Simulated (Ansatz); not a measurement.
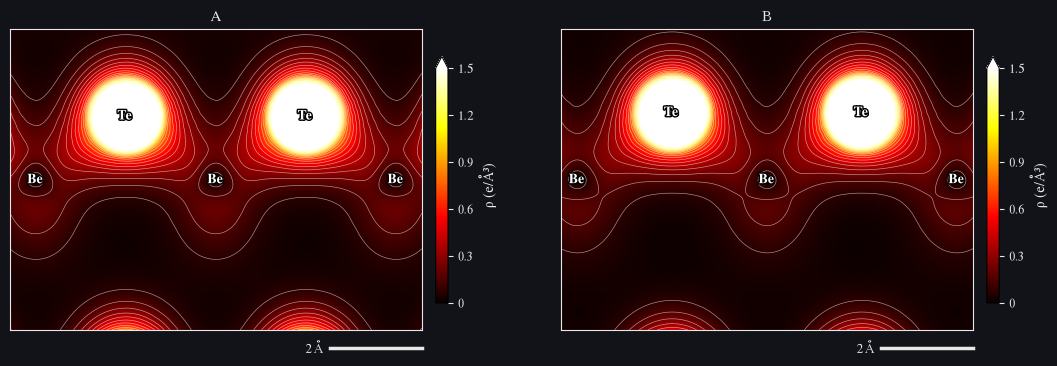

BeTe. The valence electron density of two cells that differ in size, on the (101̄) plane of each (indices in the axes of the calculation cell), at one length scale and on one colour scale; one has 21.3 and the other 25.0 Å³ an atom.

The calculation used DFT PBE, scalar-relativistic, plane waves, PAW (Ansatz 0.2.0).

### Which panel shows the smaller cell, and what does the compression change?

Panel A is the smaller cell, by 15 % in volume. From the larger cell to the smaller, Be–Te goes from 2.53 to 2.40 Å, and the density at its midpoint from 0.44 to 0.53 e/Å³; the pressure goes from −4.4 to 4.0 GPa; the Kohn–Sham gap goes from 2.2 eV to 1.9 eV.
